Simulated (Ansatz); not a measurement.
# FePt$_{3}$: what the fields show

```
Fe Pt
1.0
     2.75102    0.00000    0.00000
    -1.37551    2.38245    0.00000
     0.00000    0.00000    9.12846
Fe Pt
1 3
Direct
  0.66667 0.33333 0.50000
  0.66667 0.33333 0.00000
  0.33333 0.66667 0.73123
  0.33333 0.66667 0.26877
```

Space group P-6m2; a structure generated by program, which may or may not match a known phase; spin-polarised.

Theory: Ansatz 0.2.0, DFT PBE, scalar-relativistic, plane waves, PAW.

In a PAW calculation such maps are meaningful between the atoms, not at the nuclei.

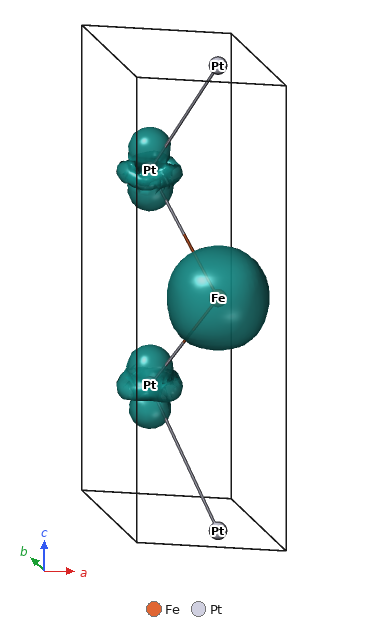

Figure 1. Isosurfaces of the spin density (up minus down) at +0.1 (teal) and −0.1 e/Å³ (pink), seen at an oblique angle. Sticks mark near contacts.

Question: Which atoms carry the moments, and with what signs?

Answer: The spin density sits on Fe: +3.0 μB in one cell of 4 atoms, with smaller moments on other sites: Pt (up to +0.29 μB): parallel moments, as they must be, since the calculation's own cell holds one magnetic site. The cell of the calculation (4 atoms) carries 3.7 μB of net spin moment. Only one sign reaches the isovalue.

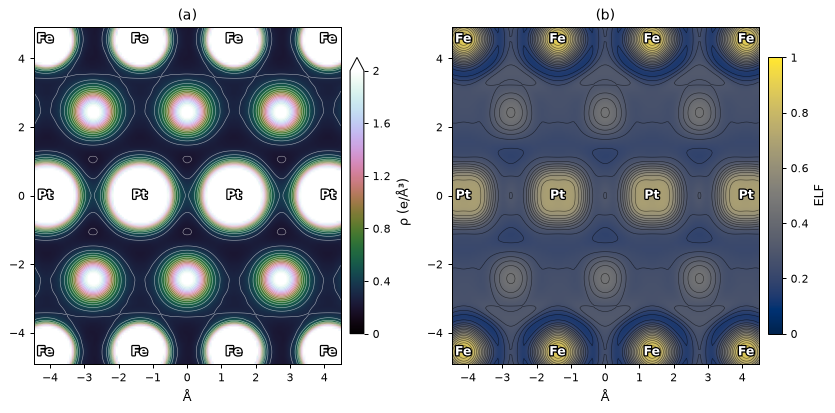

Figure 2. (a) valence charge density (pseudo); (b) ELF on the (010) plane of the conventional cell.

Question: Describe what can be read from this map.

Answer: The section cuts through Fe and Pt sites.
Atoms just off the plane (Pt, 0.8 Å away) can leave unmarked features too.
Fe–Fe (2.75 Å): ρ is about 0.22 e/Å³ halfway; the ELF is about 0.25 at the midpoint: no shared electron pair shows on this line.
Pt–Pt (2.75 Å): the density is about 0.39 e/Å³ at the midpoint; the ELF is about 0.30 at the midpoint: no shared electron pair shows on this line.
Between the atoms the lowest density in this plane is 0.2 e/Å³.
The features right at Fe and Pt lie inside the PAW spheres, where the map follows smoothed inner orbitals and isn't to be read closely.

Question: Does the calculation make it a metal, or give it a gap?

Answer: It is gapless in this calculation (a metal or semimetal).
